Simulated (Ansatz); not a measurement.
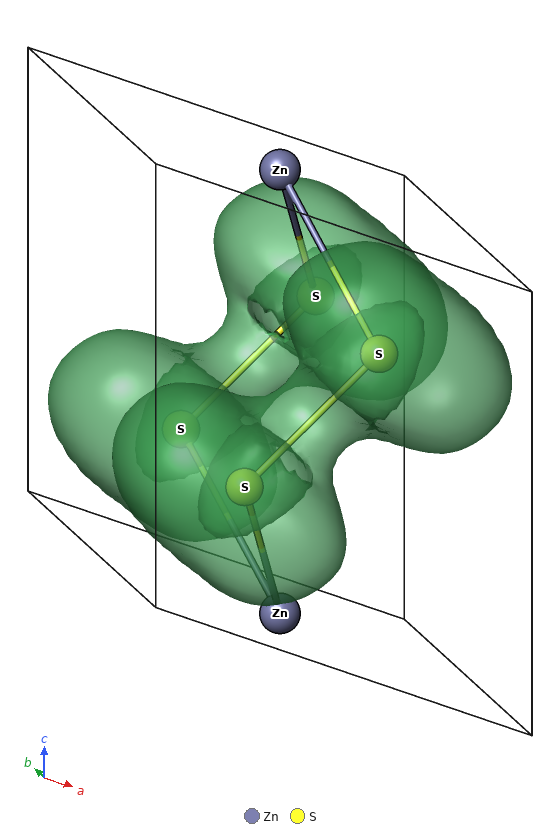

The picture shows: ZnS₄. Isosurface of the electron localisation function at 0.7 (green), seen slightly off an axis. Only the valence region is drawn (cores and ρ < 0.01 e/Å³ removed). Sticks mark near contacts.

Space group P2/m; a generated structure, not necessarily the stable one.

Theory: DFT PBE, scalar-relativistic, plane waves, PAW (Ansatz 0.2.0).

Core electrons are frozen (PAW), and the valence fields are smoothed inside the atomic spheres.

```
Zn S
1.0
     1.94072    0.00000    3.87321
     0.00000    6.27381    0.00000
    -4.73371    0.00000    0.46852
Zn S
1 4
Direct
  0.50000 0.50000 0.00000
  0.32127 0.25158 0.29854
  0.32127 0.74842 0.29854
  0.67899 0.25152 0.70172
  0.67899 0.74848 0.70172
```

> Where are the electrons localised?

The surface consists of two regions between bonded S–S atoms, counted in one cell of 5 atoms. Any copies at cell faces, edges or corners count once. Along the contacts the grid gives the following. S–S (1.99 Å): the ELF peaks at about 0.80 between the atoms. Zn–S (2.41 Å): the ELF peaks at about 0.90 in the valence shell of S, 0.8 Å from its nucleus, and is about 0.55 at the midpoint.

> Metal or insulator at this level of theory?

It is gapless in this calculation (a metal or semimetal).
